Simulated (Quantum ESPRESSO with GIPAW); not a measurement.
## Solid-state NMR of SiO2 by GIPAW

Aim: the magnetic shielding of every site in SiO2.

Method: DFT, PBEsol, plane-wave PAW (pslibrary 1.0.0 recipes), scalar-relativistic, GIPAW; a patched development version of the program, in Quantum ESPRESSO with GIPAW 8.0dev (patched build).

## Step 1: Set-up

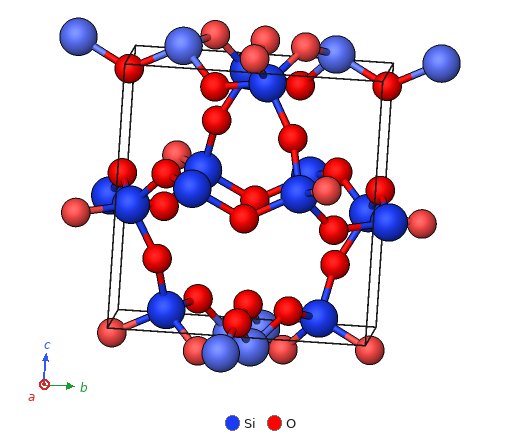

Start, viewed slightly off an axis; silicon blue, oxygen red. Some periodic images of atoms are drawn too.

The cell is a computed entry of the Materials Project; it need not be the form that is stable at ambient conditions.

This structure had its atoms relaxed beforehand (DFT, PBEsol, plane-wave PAW (pslibrary 1.0.0 recipes), Quantum ESPRESSO with GIPAW), starting from the database entry, since shieldings follow bond lengths closely.

## Step 2: Self-consistent run

First the ground state. The response equations take the occupied wavefunctions as exact, so conv_thr is set much tighter than for an energy. No empty states are asked for: the response is solved without them. The mesh has a spacing of 0.46 Å⁻¹ at most. The PAW files were made with ld1.x from the pslibrary 1.0.0 recipes, with GIPAW reconstruction switched on.

Contents of scf.in:

```
&control
  calculation = 'scf'
  prefix = 'x'
  outdir = './tmp/'
  pseudo_dir = './'
/
&system
  ibrav = 0
  nat = 24
  ntyp = 2
  ecutwfc = 55
  ecutrho = 330
  nbnd = 64
/
&electrons
  conv_thr = 1.0d-10
  mixing_beta = 0.7
  electron_maxstep = 100
/
ATOMIC_SPECIES
  Si 28.085 Si.pbesol-n-kjpaw_psl.1.0.0-gipaw.UPF
  O 15.999 O.pbesol-n-kjpaw_psl.1.0.0-gipaw.UPF
CELL_PARAMETERS angstrom
  6.85758117 0.00000000 0.00000000
  0.00000000 6.85758117 0.00000000
  0.00000000 0.00000000 7.03307129
ATOMIC_POSITIONS crystal
  Si 0.54867336 0.20587327 0.05066170
  Si 0.29412673 0.95132664 0.44933830
  Si 0.70587327 0.04867336 0.44933830
  Si 0.79412673 0.54867336 0.94933830
  Si 0.45132664 0.79412673 0.05066170
  Si 0.95132664 0.70587327 0.55066170
  Si 0.04867336 0.29412673 0.55066170
  Si 0.20587327 0.45132664 0.94933830
  O 0.83814998 0.66185002 0.75000000
  O 0.33814998 0.83814998 0.25000000
  O 0.66185002 0.16185002 0.25000000
  O 0.81822413 0.84226757 0.41420343
  O 0.18177587 0.15773243 0.41420343
  O 0.50000000 0.00000000 0.55259119
  O 0.84226757 0.18177587 0.58579657
  O 0.00000000 0.50000000 0.44740881
  O 0.31822413 0.65773243 0.91420343
  O 0.68177587 0.34226757 0.91420343
  O 0.50000000 0.00000000 0.94740881
  O 0.16185002 0.33814998 0.75000000
  O 0.00000000 0.50000000 0.05259119
  O 0.65773243 0.68177587 0.08579657
  O 0.34226757 0.31822413 0.08579657
  O 0.15773243 0.81822413 0.58579657
K_POINTS automatic
  2 2 2 1 1 1
```

On the command line:

```bash
$ mpirun -np 4 pw.x -nk 2 -in scf.in > scf.out
```

Log:

```text
using ibrav=0 with symmetry is DISCOURAGED, use correct ibrav instead

     suboptimal parallelization: some nodes have no k-points

     bravais-lattice index     =            0
     lattice parameter (alat)  =      12.9590  a.u.
     unit-cell volume          =    2231.9452 (a.u.)^3
     number of atoms/cell      =           24
     number of atomic types    =            2
     number of electrons       =       128.00
     number of Kohn-Sham states=           64
     kinetic-energy cutoff     =      55.0000  Ry
     charge density cutoff     =     330.0000  Ry
     scf convergence threshold =      1.0E-10
     mixing beta               =       0.7000
     number of iterations used =            8  plain     mixing
     Exchange-correlation= SLA-PW-PSX-PSC
                           (   1   4  10   8   0   0   0)
[...]
Si                4.00    28.08500     Si( 1.00)
     O                 6.00    15.99900     O ( 1.00)

      8 Sym. Ops. (no inversion) found ( 4 have fractional translation)
[...]
number of k points=     1
[...]
Dense  grid:   226057 G-vectors     FFT dimensions: (  80,  80,  80)

     Smooth grid:   123003 G-vectors     FFT dimensions: (  64,  64,  64)

     Check: negative core charge=   -0.000003

     Initial potential from superposition of free atoms

     starting charge     127.9957, renormalised to     128.0000
     Starting wfcs are   96 randomized atomic wfcs

     Self-consistent Calculation

     iteration #  1     ecut=    55.00 Ry     beta= 0.70
     Davidson diagonalization with overlap
     ethr =  1.00E-02,  avg # of iterations =  2.0

     total energy              =   -1020.73104742 Ry
     estimated scf accuracy    <       7.57357024 Ry

     iteration #  2     ecut=    55.00 Ry     beta= 0.70
     Davidson diagonalization with overlap
     ethr =  5.92E-03,  avg # of iterations =  6.0

     total energy              =   -1025.56868743 Ry
     estimated scf accuracy    <       2.94330224 Ry

     iteration #  3     ecut=    55.00 Ry     beta= 0.70
     Davidson diagonalization with overlap
     ethr =  2.30E-03,  avg # of iterations =  2.0

     total energy              =   -1025.45906872 Ry
     estimated scf accuracy    <       0.91099966 Ry

[...]
total energy              =   -1026.27482971 Ry
[...]
iteration # 32     ecut=    55.00 Ry     beta= 0.70
     Davidson diagonalization with overlap
     ethr =  9.59E-13,  avg # of iterations =  2.0

     total energy              =   -1026.27482971 Ry
     estimated scf accuracy    <          3.1E-10 Ry

     iteration # 33     ecut=    55.00 Ry     beta= 0.70
     Davidson diagonalization with overlap
     ethr =  2.39E-13,  avg # of iterations =  5.0

     End of self-consistent calculation
     [one-electron energies left out]

!    total energy              =   -1026.27482971 Ry
     total all-electron energy =     -7035.128782 Ry
     estimated scf accuracy    <          2.6E-11 Ry

     The total energy is the sum of the following terms:
     one-electron contribution =    -359.11303987 Ry
     hartree contribution      =     247.69566939 Ry
     xc contribution           =    -169.52013495 Ry
     ewald contribution        =    -322.17150251 Ry
     one-center paw contrib.   =    -423.16582176 Ry

     convergence has been achieved in  33 iterations
[...]
JOB DONE.
```

Run time: 2.1 min. Hardware: 4 MPI ranks of Arm Neoverse V1, shared host; peak memory 1.4 GiB; 8.4 min of CPU time.

It converged in 33 cycles to an estimated accuracy of 3e-11 Ry, on 1 irreducible k-points.

## Step 3: GIPAW: job nmr

The job finds the current that a weak uniform field induces (applied as a long wave, q_gipaw) and the field that this current makes at each nucleus. On atoms with p or d valence electrons much of the paramagnetic part arises close to the nucleus, where the PAW partial waves rebuild the true states. pawproj makes the reconstruction use the PAW data sets' own projectors.

Contents of nmr.in:

```
&inputgipaw
  job = 'nmr'
  prefix = 'x'
  tmp_dir = './tmp/'
  restart_mode = 'from_scratch'
  verbosity = 'low'
  q_gipaw = 0.01
  spline_ps = .true.
  conv_threshold = 1.0d-11
  use_nmr_macroscopic_shape = .false.
  pawproj(1) = .true.
  pawproj(2) = .true.
/
```

On the command line:

```bash
$ mpirun -np 4 gipaw.x -in nmr.in > nmr.out
```

Log:

```text
[banner, memory and clock lines left out]
[a note of our patched build left out]

     Parallelizing q-star over 1 images

     IMPORTANT: XC functional enforced from input :
     Exchange-correlation= PBESOL
                           (   1   4  10   8   0   0   0)
     Any further DFT definition will be discarded
     Please, verify this is what you really want

     Check: negative core charge=   -0.000003
[...]
alpha_pv=     38.5809 eV

     spline_ps is .false., expect some extrapolation errors

     q-space interpolation up to    66.00 Rydberg

     GIPAW job: nmr
     NMR macroscopic correction: no
[...]
Computing the magnetic susceptibility     isolve=0    ethr=  0.1000E-10
     Starting from scratch
     k-point #    1 of     1      pool #  1    cpu time:       2.2

     End of magnetic susceptibility calculation

     f-sum rule (1st term):
          -120.6403          0.0000          0.0000
             0.0000       -120.6403          0.0000
             0.0000          0.0000       -120.6099

     f-sum rule (2nd term):
            -2.7584          0.0000          0.0000
             0.0000         -2.7584          0.0000
             0.0000          0.0000         -2.7885

     f-sum rule (should be  -123.4064):
          -123.3988          0.0000          0.0000
             0.0000       -123.3988          0.0000
             0.0000          0.0000       -123.3984

[... susceptibilities left out ...]
     Contributions to the NMR chemical shifts: -------------------------------

     Macroscopic shape contribution in ppm:                    0.00
             0.0000          0.0000          0.0000
             0.0000          0.0000          0.0000
             0.0000          0.0000          0.0000

     Core contribution in ppm:

     Atom  1  Si  pos: (  0.548673  0.205873  0.051958)  core sigma:         836.91
     Atom  2  Si  pos: (  0.294127  0.951327  0.460837)  core sigma:         836.91
     Atom  3  Si  pos: (  0.705873  0.048673  0.460837)  core sigma:         836.91
     Atom  4  Si  pos: (  0.794127  0.548673  0.973633)  core sigma:         836.91
     Atom  5  Si  pos: (  0.451327  0.794127  0.051958)  core sigma:         836.91
     Atom  6  Si  pos: (  0.951327  0.705873  0.564754)  core sigma:         836.91
     Atom  7  Si  pos: (  0.048673  0.294127  0.564754)  core sigma:         836.91
     Atom  8  Si  pos: (  0.205873  0.451327  0.973633)  core sigma:         836.91
     Atom  9  O   pos: (  0.838150  0.661850  0.769193)  core sigma:         270.50
     Atom 10  O   pos: (  0.338150  0.838150  0.256398)  core sigma:         270.50
     Atom 11  O   pos: (  0.661850  0.161850  0.256398)  core sigma:         270.50
     Atom 12  O   pos: (  0.818224  0.842268  0.424803)  core sigma:         270.50
     Atom 13  O   pos: (  0.181776  0.157732  0.424803)  core sigma:         270.50
     Atom 14  O   pos: (  0.500000  0.000000  0.566732)  core sigma:         270.50
     Atom 15  O   pos: (  0.842268  0.181776  0.600787)  core sigma:         270.50
     Atom 16  O   pos: (  0.000000  0.500000  0.458858)  core sigma:         270.50
     Atom 17  O   pos: (  0.318224  0.657732  0.937599)  core sigma:         270.50
     Atom 18  O   pos: (  0.681776  0.342268  0.937599)  core sigma:         270.50
[...]
Atom 23  O   pos: (  0.342268  0.318224  0.087992)  core sigma:         270.50
     Atom 24  O   pos: (  0.157732  0.818224  0.600787)  core sigma:         270.50

     Bare contribution in ppm:

     Atom  1  Si  pos: (  0.548673  0.205873  0.051958)  bare sigma:         -27.05
[...]
Atom  2  Si  pos: (  0.294127  0.951327  0.460837)  bare sigma:         -27.05
[...]
Atom  3  Si  pos: (  0.705873  0.048673  0.460837)  bare sigma:         -27.05
[...]
Atom  4  Si  pos: (  0.794127  0.548673  0.973633)  bare sigma:         -27.05
[...]
Atom  5  Si  pos: (  0.451327  0.794127  0.051958)  bare sigma:         -27.05
[...]
Atom  6  Si  pos: (  0.951327  0.705873  0.564754)  bare sigma:         -27.05
[...]
Atom  7  Si  pos: (  0.048673  0.294127  0.564754)  bare sigma:         -27.05
[...]
Atom  8  Si  pos: (  0.205873  0.451327  0.973633)  bare sigma:         -27.05
[...]
Atom  9  O   pos: (  0.838150  0.661850  0.769193)  bare sigma:          57.13
[...]
Atom 10  O   pos: (  0.338150  0.838150  0.256398)  bare sigma:          57.13
[...]
Atom 11  O   pos: (  0.661850  0.161850  0.256398)  bare sigma:          57.13
[...]
Atom 12  O   pos: (  0.818224  0.842268  0.424803)  bare sigma:          54.53
[...]
Atom 13  O   pos: (  0.181776  0.157732  0.424803)  bare sigma:          54.53
[...]
Atom 14  O   pos: (  0.500000  0.000000  0.566732)  bare sigma:          54.93
[...]
Atom 15  O   pos: (  0.842268  0.181776  0.600787)  bare sigma:          54.53
[...]
Atom 16  O   pos: (  0.000000  0.500000  0.458858)  bare sigma:          54.93
[...]
Atom 17  O   pos: (  0.318224  0.657732  0.937599)  para_oo sigma:          -2.20
[...]
Atom 18  O   pos: (  0.681776  0.342268  0.937599)  para_oo sigma:          -2.20
[...]
Atom 23  O   pos: (  0.342268  0.318224  0.087992)  para_oo sigma:          -2.20
[...]
Atom 24  O   pos: (  0.157732  0.818224  0.600787)  para_oo sigma:          -2.20
[...]
Paramagnetic US L_R Q_R contribution in ppm:

     Atom  1  Si  pos: (  0.548673  0.205873  0.051958)  para_lq sigma:           1.69
[...]
Atom  2  Si  pos: (  0.294127  0.951327  0.460837)  para_lq sigma:           1.69
[...]
Atom  3  Si  pos: (  0.705873  0.048673  0.460837)  para_lq sigma:           1.69
[...]
Atom  4  Si  pos: (  0.794127  0.548673  0.973633)  para_lq sigma:           1.69
[...]
Atom  5  Si  pos: (  0.451327  0.794127  0.051958)  para_lq sigma:           1.69
[...]
Atom  6  Si  pos: (  0.951327  0.705873  0.564754)  para_lq sigma:           1.69
[...]
Atom  7  Si  pos: (  0.048673  0.294127  0.564754)  para_lq sigma:           1.69
[...]
Atom  8  Si  pos: (  0.205873  0.451327  0.973633)  para_lq sigma:           1.69
[...]
Atom  9  O   pos: (  0.838150  0.661850  0.769193)  para_lq sigma:        -204.25
[...]
Atom 10  O   pos: (  0.338150  0.838150  0.256398)  para_lq sigma:        -204.25
[...]
Atom 11  O   pos: (  0.661850  0.161850  0.256398)  para_lq sigma:        -204.25
[...]
Atom 12  O   pos: (  0.818224  0.842268  0.424803)  para_lq sigma:        -203.58
[...]
Atom 13  O   pos: (  0.181776  0.157732  0.424803)  para_lq sigma:        -203.58
[...]
Atom 14  O   pos: (  0.500000  0.000000  0.566732)  para_lq sigma:        -203.21
[...]
Atom 15  O   pos: (  0.842268  0.181776  0.600787)  para_lq sigma:        -203.58
[...]
Atom 16  O   pos: (  0.000000  0.500000  0.458858)  para_lq sigma:        -203.21
[...]
Atom 17  O   pos: (  0.318224  0.657732  0.937599)  para_lq sigma:        -203.58
[...]
Atom 18  O   pos: (  0.681776  0.342268  0.937599)  para_lq sigma:        -203.58
[...]
Atom 23  O   pos: (  0.342268  0.318224  0.087992)  para_lq sigma:        -203.58
[...]
Atom 24  O   pos: (  0.157732  0.818224  0.600787)  para_lq sigma:        -203.58
[...]
Total NMR chemical shifts in ppm: ---------------------------------------
     (adopting the Simpson convention for anisotropy and asymmetry)-----------

     Atom  1  Si  pos: (  0.548673  0.205873  0.051958)  Total sigma:         421.09
           422.1467         10.8867        -12.9976
             6.7207        429.0413          1.1766
             5.3799         -0.3954        412.0787

     Si      1    anisotropy:     21.16    eta:    0.5612
[...]
Atom  2  Si  pos: (  0.294127  0.951327  0.460837)  Total sigma:         421.09
[... its tensor is left out ...]
     Atom  3  Si  pos: (  0.705873  0.048673  0.460837)  Total sigma:         421.09
[... its tensor is left out ...]
     Atom  4  Si  pos: (  0.794127  0.548673  0.973633)  Total sigma:         421.09
[... its tensor is left out ...]
     Atom  5  Si  pos: (  0.451327  0.794127  0.051958)  Total sigma:         421.09
[... its tensor is left out ...]
     Atom  6  Si  pos: (  0.951327  0.705873  0.564754)  Total sigma:         421.09
[... its tensor is left out ...]
     Atom  7  Si  pos: (  0.048673  0.294127  0.564754)  Total sigma:         421.09
[... its tensor is left out ...]
     Atom  8  Si  pos: (  0.205873  0.451327  0.973633)  Total sigma:         421.09
[... its tensor is left out ...]
     Atom  9  O   pos: (  0.838150  0.661850  0.769193)  Total sigma:         200.11
           178.1170         -1.6096        -17.8236
            -1.6096        178.1170        -17.8236
           -24.1107        -24.1107        244.0859

     O       9    anisotropy:     82.72    eta:    0.2609
[...]
Atom 10  O   pos: (  0.338150  0.838150  0.256398)  Total sigma:         200.11
[... its tensor is left out ...]
     Atom 11  O   pos: (  0.661850  0.161850  0.256398)  Total sigma:         200.11
[... its tensor is left out ...]
     Atom 12  O   pos: (  0.818224  0.842268  0.424803)  Total sigma:         190.38
           191.2679        -28.1341         13.7113
           -25.2819        196.8954         -3.3977
            13.9738         -3.8779        182.9844

     O      12    anisotropy:     51.15    eta:    0.5723
[...]
Atom 13  O   pos: (  0.181776  0.157732  0.424803)  Total sigma:         190.38
[... its tensor is left out ...]
     Atom 14  O   pos: (  0.500000  0.000000  0.566732)  Total sigma:         191.51
           222.5131          7.9021          0.0000
             4.0150        162.7388          0.0000
             0.0000          0.0000        189.2871

     O      14    anisotropy:     47.38    eta:    0.8591
[...]
Atom 15  O   pos: (  0.842268  0.181776  0.600787)  Total sigma:         190.38
[... its tensor is left out ...]
     Atom 16  O   pos: (  0.000000  0.500000  0.458858)  Total sigma:         191.51
[... its tensor is left out ...]
     Atom 17  O   pos: (  0.318224  0.657732  0.937599)  Total sigma:         190.38
[... its tensor is left out ...]
     Atom 18  O   pos: (  0.681776  0.342268  0.937599)  Total sigma:         190.38
[... its tensor is left out ...]
     Atom 19  O   pos: (  0.500000  0.000000  0.971654)  Total sigma:         191.51
[... its tensor is left out ...]
     Atom 20  O   pos: (  0.161850  0.338150  0.769193)  Total sigma:         200.11
[... its tensor is left out ...]
     Atom 21  O   pos: (  0.000000  0.500000  0.053937)  Total sigma:         191.51
[... its tensor is left out ...]
     Atom 22  O   pos: (  0.657732  0.681776  0.087992)  Total sigma:         190.38
[... its tensor is left out ...]
     Atom 23  O   pos: (  0.342268  0.318224  0.087992)  Total sigma:         190.38
[... its tensor is left out ...]
     Atom 24  O   pos: (  0.157732  0.818224  0.600787)  Total sigma:         190.38
[... its tensor is left out ...]
```

Wall time 4.3 min (4 MPI ranks); peak memory 1.2 GiB; 17 min of CPU time.

The f-sum rule is met to 0.0080 of 123.4 (0.006 %). Converged shieldings require that this miss be small, but a small miss does not prove them.

From the symmetric part of each tensor, with principal values σ11 ≤ σ22 ≤ σ33: σ_iso is their mean, the span is σ33 − σ11 and the skew 3(σ_iso − σ22)/span. (gipaw.x prints an anisotropy in another convention.)

```csv
site,atom no.,atoms in cell,σ_iso (ppm),span (ppm),skew
Si,1,8,421.1,25.1,0.37
O(1),9,4,200.1,89.9,0.68
O(2),12,8,190.4,60.9,0.36
O(3),14,4,191.5,61.0,0.11
```

The macroscopic shape term is switched off. For a spherical sample the valence susceptibility of this run would add about 7 ppm to every site, a rough estimate, since the susceptibility converges slowly and lacks part of the PAW terms. Differences within the crystal don't depend on it, but shieldings of different compounds can't be compared to better than a few ppm without it.

In this run the largest span is that of O(1) (site symmetry 2), with principal values 165.3, 179.7 and 255.3 ppm.

17O also has a quadrupolar coupling here. It is not given: on PAW files the efg job of this gipaw.x leaves out the augmentation charge of neighbouring atoms and can miss by tens of per cent.

## Step 4: NMR parameters by site

Covalently bonded atoms count as neighbours within 1.18 times the sum of their radii. Otherwise a cation's neighbours lie within 1.2 times its shortest bond (1.3 for large cations, each anion's radius taken off where they differ), and an anion's are the cations that count it.

```csv
site,atom no.,atoms in cell,surroundings,bonds (Å),σ_iso (ppm)
Si,1,8,"SiO4, Q4",1.62 to 1.63,421.1
O(1),9,4,"bridging Si-O-Si, 156°",1.631,200.1
O(2),12,8,"bridging Si-O-Si, 133°",1.62 to 1.63,190.4
O(3),14,4,"bridging Si-O-Si, 127°",1.622,191.5
```

The 3 O sites spread over 9.7 ppm in shielding, from O(2) (least shielded) to O(1).

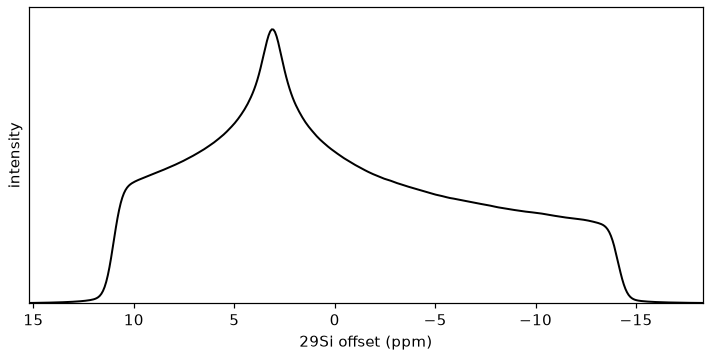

Simulated spectrum: 29Si static powder, 9.4 T (79.6 MHz), lines broadened by 0.8 ppm; the axis counts ppm from the isotropic position of Si, as −Δσ; rigid lattice, with dipolar and J couplings left out. Most prominent maxima (ppm: height): 3.1: 1.00.

## Step 5: Outcome

* 29Si shielding without shape term: 421.1 ppm
* 17O shielding without shape term: 190.4, 191.5, 200.1 ppm

What this shows: 29Si has one site (SiO4, Q4), with isotropic shielding 421.1 ppm (shape term left out). A shift needs a reference, δ = σ_ref − σ, fixed on measured compounds; for 29Si of this kind at this level too few were at hand, or they scattered too widely about a line, so none is given. No sound run at another cutoff or mesh is at hand, so convergence rests on the f-sum rule and on experience with these files. This build of gipaw.x prints that it is not audited and that its numbers are no references by themselves. It also reports spline_ps as false although the input sets it; why was not traced.

[Banner, clock, file and message-heading lines were taken out of the pw.x and gipaw.x logs.]

[Logs are printed without paths, hosts, clocks, repeated set-up lines and the standing remarks that a program may print on its own settings, such as how far it seeks lower states.]

[Hosts, paths, dates, database ids (printed as entryN), source tags and the programs' standing remarks are cut or masked in the printed files.]

[Where no reference line passes its bar on scatter, no shift is given, so a measured shift of this compound may stand uncompared.]
